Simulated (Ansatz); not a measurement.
# Si₆₄C₆₄: single-point calculation (part 2 of 2)

The same run, continued: Si₆₄C₆₄ (F-43m, 128 atoms in the cell); DFT, PBEsol, PAW, plane waves (Ansatz 0.2.0); cutoff 420 eV, 1×1×1 k-mesh, Fermi–Dirac smearing of 0.01 eV. The structure was built on a prototype by a generator.

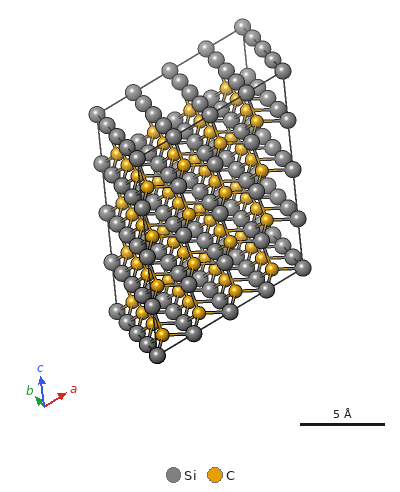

The input geometry (ball-and-stick view of the cell of the calculation, seen slightly off an axis).

Log, continued:
```
--- Forces (eV/Å), atoms counted from 1 ---
  atom   1  Si     0.00000000    -0.00000000     0.00000000
  atom   2  Si    -0.00000000    -0.00000000    -0.00000000
  atom   3  Si     0.00000000     0.00000000    -0.00000000
  atom   4  Si    -0.00000000     0.00000000    -0.00000000
  atom   5  Si    -0.00000000    -0.00000000    -0.00000000
  atom   6  Si    -0.00000000    -0.00000000    -0.00000000
  atom   7  Si    -0.00000000     0.00000000    -0.00000000
  atom   8  Si    -0.00000000    -0.00000000    -0.00000000
  atom   9  Si     0.00000000    -0.00000000     0.00000000
  atom  10  Si     0.00000000    -0.00000000    -0.00000000
  atom  11  Si    -0.00000000    -0.00000000    -0.00000000
  atom  12  Si    -0.00000000    -0.00000000    -0.00000000
  atom  13  Si    -0.00000000     0.00000000    -0.00000000
  atom  14  Si    -0.00000000     0.00000000    -0.00000000
  atom  15  Si    -0.00000000    -0.00000000    -0.00000000
  atom  16  Si    -0.00000000     0.00000000     0.00000000
  atom  17  Si    -0.00000000     0.00000000     0.00000000
  atom  18  Si    -0.00000000    -0.00000000    -0.00000000
  atom  19  Si    -0.00000000    -0.00000000    -0.00000000
  atom  20  Si    -0.00000000    -0.00000000    -0.00000000
  atom  21  Si    -0.00000000     0.00000000     0.00000000
  atom  22  Si    -0.00000000    -0.00000000    -0.00000000
  atom  23  Si    -0.00000000    -0.00000000     0.00000000
  atom  24  Si    -0.00000000    -0.00000000    -0.00000000
  atom  25  Si    -0.00000000    -0.00000000    -0.00000000
  atom  26  Si    -0.00000000    -0.00000000    -0.00000000
  atom  27  Si    -0.00000000    -0.00000000    -0.00000000
  atom  28  Si    -0.00000000    -0.00000000    -0.00000000
  atom  29  Si    -0.00000000    -0.00000000    -0.00000000
  atom  30  Si    -0.00000000    -0.00000000    -0.00000000
  atom  31  Si    -0.00000000    -0.00000000    -0.00000000
  atom  32  Si    -0.00000000    -0.00000000    -0.00000000
  atom  33  Si    -0.00000000     0.00000000     0.00000000
  atom  34  Si    -0.00000000    -0.00000000    -0.00000000
  atom  35  Si    -0.00000000    -0.00000000    -0.00000000
  atom  36  Si    -0.00000000    -0.00000000    -0.00000000
  atom  37  Si    -0.00000000     0.00000000    -0.00000000
  atom  38  Si    -0.00000000    -0.00000000     0.00000000
  atom  39  Si    -0.00000000    -0.00000000    -0.00000000
  atom  40  Si    -0.00000000     0.00000000    -0.00000000
  atom  41  Si    -0.00000000    -0.00000000    -0.00000000
  atom  42  Si    -0.00000000     0.00000000    -0.00000000
  atom  43  Si    -0.00000000    -0.00000000    -0.00000000
  atom  44  Si    -0.00000000     0.00000000    -0.00000000
  atom  45  Si     0.00000000    -0.00000000    -0.00000000
  atom  46  Si    -0.00000000    -0.00000000    -0.00000000
  atom  47  Si    -0.00000000    -0.00000000    -0.00000000
  atom  48  Si    -0.00000000    -0.00000000    -0.00000000
  atom  49  Si     0.00000000    -0.00000000    -0.00000000
  atom  50  Si    -0.00000000    -0.00000000    -0.00000000
  atom  51  Si    -0.00000000    -0.00000000    -0.00000000
  atom  52  Si     0.00000000     0.00000000    -0.00000000
  atom  53  Si    -0.00000000    -0.00000000    -0.00000000
  atom  54  Si    -0.00000000    -0.00000000    -0.00000000
  atom  55  Si    -0.00000000    -0.00000000    -0.00000000
  atom  56  Si    -0.00000000    -0.00000000    -0.00000000
  atom  57  Si     0.00000000     0.00000000     0.00000000
  atom  58  Si    -0.00000000    -0.00000000     0.00000000
  atom  59  Si    -0.00000000     0.00000000    -0.00000000
  atom  60  Si    -0.00000000    -0.00000000    -0.00000000
  atom  61  Si    -0.00000000    -0.00000000    -0.00000000
  atom  62  Si    -0.00000000    -0.00000000    -0.00000000
  atom  63  Si     0.00000000     0.00000000     0.00000000
  atom  64  Si    -0.00000000    -0.00000000    -0.00000000
  atom  65  C     -0.00000000    -0.00000000    -0.00000000
  atom  66  C     -0.00000000    -0.00000000    -0.00000000
  atom  67  C     -0.00000000    -0.00000000     0.00000000
  atom  68  C     -0.00000000     0.00000000    -0.00000000
  atom  69  C     -0.00000000    -0.00000000    -0.00000000
  atom  70  C      0.00000000    -0.00000000    -0.00000000
  atom  71  C     -0.00000000    -0.00000000    -0.00000000
  atom  72  C     -0.00000000    -0.00000000     0.00000000
  atom  73  C     -0.00000000    -0.00000000     0.00000000
  atom  74  C     -0.00000000    -0.00000000    -0.00000000
  atom  75  C     -0.00000000    -0.00000000    -0.00000000
  atom  76  C     -0.00000000    -0.00000000     0.00000000
  atom  77  C     -0.00000000    -0.00000000     0.00000000
  atom  78  C     -0.00000000    -0.00000000     0.00000000
  atom  79  C     -0.00000000    -0.00000000    -0.00000000
  atom  80  C     -0.00000000    -0.00000000     0.00000000
  atom  81  C     -0.00000000     0.00000000    -0.00000000
  atom  82  C     -0.00000000    -0.00000000    -0.00000000
  atom  83  C     -0.00000000    -0.00000000    -0.00000000
  atom  84  C     -0.00000000    -0.00000000     0.00000000
  atom  85  C     -0.00000000    -0.00000000     0.00000000
  atom  86  C     -0.00000000    -0.00000000    -0.00000000
  atom  87  C     -0.00000000    -0.00000000     0.00000000
  atom  88  C     -0.00000000    -0.00000000    -0.00000000
  atom  89  C     -0.00000000    -0.00000000     0.00000000
  atom  90  C     -0.00000000    -0.00000000     0.00000000
  atom  91  C     -0.00000000    -0.00000000    -0.00000000
  atom  92  C     -0.00000000    -0.00000000     0.00000000
  atom  93  C     -0.00000000    -0.00000000     0.00000000
  atom  94  C     -0.00000000    -0.00000000    -0.00000000
  atom  95  C     -0.00000000    -0.00000000     0.00000000
  atom  96  C     -0.00000000    -0.00000000     0.00000000
  atom  97  C     -0.00000000     0.00000000    -0.00000000
  atom  98  C     -0.00000000    -0.00000000    -0.00000000
  atom  99  C      0.00000000    -0.00000000    -0.00000000
  atom 100  C     -0.00000000    -0.00000000     0.00000000
  atom 101  C     -0.00000000     0.00000000    -0.00000000
  atom 102  C     -0.00000000    -0.00000000    -0.00000000
  atom 103  C     -0.00000000    -0.00000000    -0.00000000
  atom 104  C     -0.00000000    -0.00000000    -0.00000000
  atom 105  C     -0.00000000    -0.00000000    -0.00000000
  atom 106  C     -0.00000000    -0.00000000    -0.00000000
  atom 107  C     -0.00000000    -0.00000000     0.00000000
  atom 108  C     -0.00000000    -0.00000000     0.00000000
  atom 109  C     -0.00000000    -0.00000000    -0.00000000
  atom 110  C     -0.00000000    -0.00000000    -0.00000000
  atom 111  C     -0.00000000    -0.00000000     0.00000000
  atom 112  C     -0.00000000    -0.00000000     0.00000000
  atom 113  C     -0.00000000     0.00000000    -0.00000000
  atom 114  C     -0.00000000    -0.00000000     0.00000000
  atom 115  C     -0.00000000    -0.00000000    -0.00000000
  atom 116  C     -0.00000000    -0.00000000    -0.00000000
  atom 117  C     -0.00000000    -0.00000000    -0.00000000
  atom 118  C     -0.00000000    -0.00000000    -0.00000000
  atom 119  C     -0.00000000    -0.00000000     0.00000000
  atom 120  C     -0.00000000    -0.00000000    -0.00000000
  atom 121  C     -0.00000000    -0.00000000    -0.00000000
  atom 122  C     -0.00000000     0.00000000    -0.00000000
  atom 123  C     -0.00000000    -0.00000000    -0.00000000
  atom 124  C     -0.00000000    -0.00000000    -0.00000000
  atom 125  C     -0.00000000     0.00000000    -0.00000000
  atom 126  C     -0.00000000    -0.00000000     0.00000000
  atom 127  C     -0.00000000    -0.00000000     0.00000000
  atom 128  C      0.00000000    -0.00000000     0.00000000
  max |Σ_I F_I| component: 7.89e-23 eV/Å
--- Stress (GPa, compression-positive) ---
        0.410599      -0.000000       0.000000
        0.000000       0.410599      -0.000000
        0.000000       0.000000       0.410599
  P = ⅓ Tr σ = 0.4106 GPa (4.106 kbar)
--- Band table (eV) ---
  k-point 0: bands = ["-5.9679", "-4.7637", "-4.7637", "-4.7637", "-4.7637", "-4.7637", "-4.7637", "-4.7637", "-4.7637", "-4.3592", ... 174 levels left out ..., "7.1469", "7.1469", "7.1469", "7.1469", "7.1469", "7.1469", "7.1469", "7.1469", "7.1469", "7.1469", "7.1469", "7.1469", "7.1469", "7.1469", "7.1469", "7.1469", "7.1469", "7.1469", "7.1469", "7.1469", "7.1469", "7.5238", "7.5238", "7.5238", "7.5238", "7.5238", "7.5238", "7.5238", "7.5238",
      "7.5238", "7.5238", "7.5238", "7.5238", "8.2890", "8.2890", "8.2890", "8.2890", "8.2890", "8.2890", "8.2890", "8.2890", "8.2890", "8.2890", "8.2890", "8.2890", "8.4236", "8.4236", "8.4236", "8.4236", "8.4236", "8.4236", "8.4236", "8.4236", "8.8736", "8.8736", "8.8736", "8.8736", "8.8736", "8.8736", "8.8736", "8.8736", "8.8736", "8.8736", "8.8736", "8.8736", "8.8736", "8.8736", "8.8736", "8.8736",
      "9.4880", "9.4880", "9.4880", "10.6775", "10.6775", "10.6775", "13.0598", "13.0598", "13.0598", "13.0598", "13.0598", "13.0598", "13.0598", "13.0598", "13.0598", "13.0598", "13.0598", "13.0598", "13.0598", "13.0598", "13.0598", "13.0598", "13.0598", "13.0598", "13.0598", "13.0598", "13.0598", "13.0598", "13.0598", "13.0598", "13.3924", "13.3924", "13.3924", "13.3924", "13.3924", "13.3924", "13.6433", "13.6433", "13.6433", "14.5797",
      "14.5797", "14.5797", "14.5797", "14.5797", "14.5797", "14.8280", "14.8280", "14.8280", "14.8280", "14.8717", "14.8717", "14.8717", "14.8717", "14.8717", "14.8717", "14.8717", "14.8717", "14.8717", "14.8717", "14.8717", "14.8717", "15.3764", "15.3764", "15.3764", "15.3764", "15.3764", "15.3764", "15.3764", "15.3764", "15.6496", "15.6816", "15.6816", "15.6816", "15.6816", "15.6816", "15.6816", "16.5811", "16.5811", "16.5811", "16.5811",
      "16.5811", "16.5811", "16.5811", "16.5811", "16.6833", "16.6833", "16.6833", "17.2806", "17.2806", "17.2806", "17.2806", "17.2806", "17.2806", "17.2806", "17.2806", "17.2806", "17.2806", "17.2806", "17.2806", "17.2806", "17.2806", "17.2806", "17.2806", "17.3398", "17.3398", "17.3398", "17.3398", "17.3398", "17.3398", "17.3398", "17.3398", "17.3398", "17.3398", "17.3398", "17.3398", "17.3398", "17.3398", "17.3398", "17.3398", "17.3398",
      "17.3398", "17.3398", "17.3398", "17.3398", "17.3398", "17.3398", "17.3398", "18.1440", "18.1440", "18.1440", "18.1440"]
--- Löwdin populations: 128 sites ---
  site symbol       q [e]
     0     Si      2.9512
     1     Si      2.9512
     2     Si      2.9512
     3     Si      2.9512
     4     Si      2.9512
     5     Si      2.9512
     6     Si      2.9512
     7     Si      2.9512
     8     Si      2.9512
     9     Si      2.9512
    10     Si      2.9512
    11     Si      2.9512
    12     Si      2.9512
    13     Si      2.9512
    14     Si      2.9512
    15     Si      2.9512
    16     Si      2.9512
    17     Si      2.9512
    18     Si      2.9512
    19     Si      2.9512
    20     Si      2.9512
    21     Si      2.9512
    22     Si      2.9512
    23     Si      2.9512
    24     Si      2.9512
    25     Si      2.9512
    26     Si      2.9512
    27     Si      2.9512
    28     Si      2.9512
    29     Si      2.9512
    30     Si      2.9512
    31     Si      2.9512
    32     Si      2.9512
    33     Si      2.9512
    34     Si      2.9512
    35     Si      2.9512
    36     Si      2.9512
    37     Si      2.9512
    38     Si      2.9512
    39     Si      2.9512
    40     Si      2.9512
    41     Si      2.9512
    42     Si      2.9512
    43     Si      2.9512
    44     Si      2.9512
    45     Si      2.9512
    46     Si      2.9512
    47     Si      2.9512
    48     Si      2.9512
    49     Si      2.9512
    50     Si      2.9512
    51     Si      2.9512
    52     Si      2.9512
    53     Si      2.9512
    54     Si      2.9512
    55     Si      2.9512
    56     Si      2.9512
    57     Si      2.9512
    58     Si      2.9512
    59     Si      2.9512
    60     Si      2.9512
    61     Si      2.9512
    62     Si      2.9512
    63     Si      2.9512
    64      C      4.9727
    65      C      4.9727
    66      C      4.9727
    67      C      4.9727
    68      C      4.9727
    69      C      4.9727
    70      C      4.9727
    71      C      4.9727
    72      C      4.9727
    73      C      4.9727
    74      C      4.9727
    75      C      4.9727
    76      C      4.9727
    77      C      4.9727
    78      C      4.9727
    79      C      4.9727
    80      C      4.9727
    81      C      4.9727
    82      C      4.9727
    83      C      4.9727
    84      C      4.9727
    85      C      4.9727
    86      C      4.9727
    87      C      4.9727
    88      C      4.9727
    89      C      4.9727
    90      C      4.9727
    91      C      4.9727
    92      C      4.9727
    93      C      4.9727
    94      C      4.9727
    95      C      4.9727
    96      C      4.9727
    97      C      4.9727
    98      C      4.9727
    99      C      4.9727
   100      C      4.9727
   101      C      4.9727
   102      C      4.9727
   103      C      4.9727
   104      C      4.9727
   105      C      4.9727
   106      C      4.9727
   107      C      4.9727
   108      C      4.9727
   109      C      4.9727
   110      C      4.9727
   111      C      4.9727
   112      C      4.9727
   113      C      4.9727
   114      C      4.9727
   115      C      4.9727
   116      C      4.9727
   117      C      4.9727
   118      C      4.9727
   119      C      4.9727
   120      C      4.9727
   121      C      4.9727
   122      C      4.9727
   123      C      4.9727
   124      C      4.9727
   125      C      4.9727
   126      C      4.9727
   127      C      4.9727
  spilling = 0.009512 (of n_electrons = 512.000000)
```

Results in brief:

```json
{"quantity": "outcome", "value": "converged"}
{"quantity": "space group (tolerance 0.01 Å)", "value": "F-43m (216)"}
{"quantity": "electrons treated", "value": "512"}
{"quantity": "free energy", "value": "−55588.8147 eV"}
{"quantity": "Fermi energy", "value": "10.083 eV"}
{"quantity": "pressure", "value": "0.41 GPa"}
{"quantity": "largest force (length of the vector)", "value": "under 0.001 eV/Å"}
{"quantity": "wall time", "value": "4.2 s (CPU time 10 s)"}
{"quantity": "peak memory", "value": "2.3 GiB"}
```

The k-point mesh is coarse for a cell of this size, so the results may not be converged.
